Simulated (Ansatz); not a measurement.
This input was run:

```
crystal:
  lattice:
    - [0.0, 2.535313, 2.535313]
    - [2.535313, 0.0, 2.535313]
    - [2.535313, 2.535313, 0.0]
  atoms:
    - { symbol: Be, position: [0.0, 0.0, 0.0] }
    - { symbol: Se, position: [0.25, 0.25, 0.25] }
  symmetry: { tolerance: 0.0003 }
kpoints:
  mp_grid: { grid: [9, 9, 9], shift: [0, 0, 0] }
  band_path:
    path:
      - [0.0, 0.0, 0.0]
      - [-0.5, -0.5, 0.0]
      - [-0.375, -0.375, 0.25]
      - [-0.375, 0.0, 0.375]
      - [0.0, 0.0, 0.0]
      - [0.0, 0.0, 0.5]
      - [-0.5, -0.25, 0.25]
      - [-0.5, -0.5, 0.0]
    npoints: 8
magnetization:
  spin_polarized: false
scf:
  occupations: { method: fermi_dirac }
  lower_state_search: "off"
  max_iter: 200
hamiltonian:
  pseudopotentials: { kind: paw }
  xc: pbe
basis:
  ecutwfc: 420
  fft_grid_basis: typed
output:
  forces: true
  stress: true
  eigenvalues: true
  bader: true
  populations: true
  elf: true
  write_potential: true
  volumetric_format: npy
  dos:
    e_range: [-12, 8]
    de: 0.05
    projected: { site_lists: { Be: [Be], Se: [Se] } }
checkpoint:
  read: saved_state
```

What will the band structure look like? The path is Γ–X–U–K–Γ–L–W–X.

The material is gapped. The gap along this path is 2.54 eV and indirect, from the valence-band top at Γ to the conduction-band bottom at X; the smallest direct gap is 4.69 eV, at Γ. Three bands meet at the valence-band top at Γ: it is triply degenerate (spin aside). The direct gaps are 6.07 eV at K, 6.07 eV at U and 5.35 eV at X.

The cell is at 5 GPa in this functional.

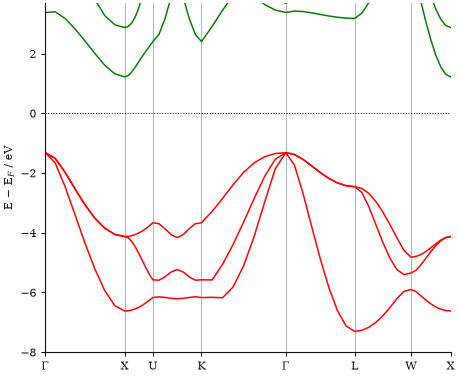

Band structure. Energies are counted from the Fermi level. The path runs straight from each named point to the next.

Simulated data, not a measurement (program: Ansatz).
